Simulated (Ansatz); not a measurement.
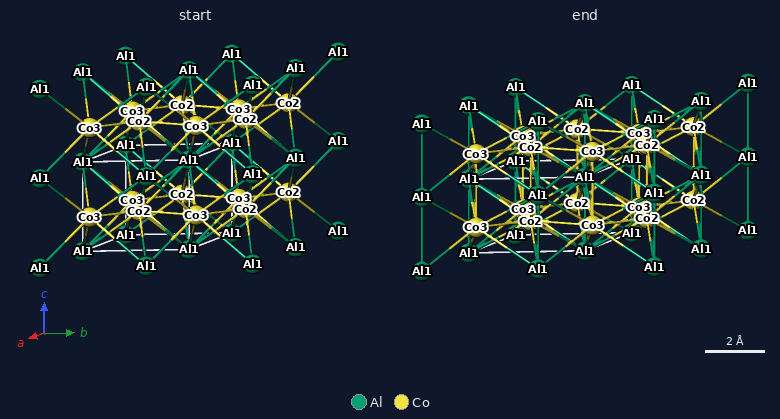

The structure of a crystal of AlCo$_{2}$ (a generated structure, set up in P6/mmm) (coarse preliminary run) before (left) and after (right) a relaxation, at one scale.

Style: ball-and-stick. Shown: the cell of the calculation, repeated 2 × 2 × 2 with one cell outlined, slightly off an axis.

All numbers below come from DFT PBE, scalar-relativistic, plane waves, PAW (Ansatz). Settings: plane-wave cutoff 420 eV; k-point mesh 6 × 6 × 6; occupations gaussian; smearing width 0.1 eV; collinear spin; cell and atoms relaxed; force threshold 0.04 eV/Å; at most 70 steps.

Q: What changed between the two?

A: The atoms keep their places relative to the cell (all moves are under 0.005 Å). Cell: a = b 3.673 → 4.013 Å (+9.2 %), c 3.114 → 2.565 Å (−17.6 %). Volume −1.7 %. Near-neighbour distances that change, for instance: Al1–Al1 3.114 → 2.565 Å, Co2–Co2 3.114 → 2.565 Å, Co2–Co3 2.121 → 2.317 Å, Al1–Co2 2.631 → 2.648 Å. The space group stays P6/mmm (No. 191). Over 8 accepted moves (10 points after the start) the energy falls by 0.819 eV per cell of the calculation. All forces vanish by symmetry, so only the cell relaxes. Pressure: 10.59 GPa at the start and 0.21 GPa at the end. The SCF was repeated twice at an unchanged geometry on a basis and grid sized afresh for the cell, which shifted the energy by 16.2 meV per cell of the calculation at most. Cost: 46 s on 1 thread of Arm Neoverse V2, with other jobs on the host, peak memory 0.32 GiB.
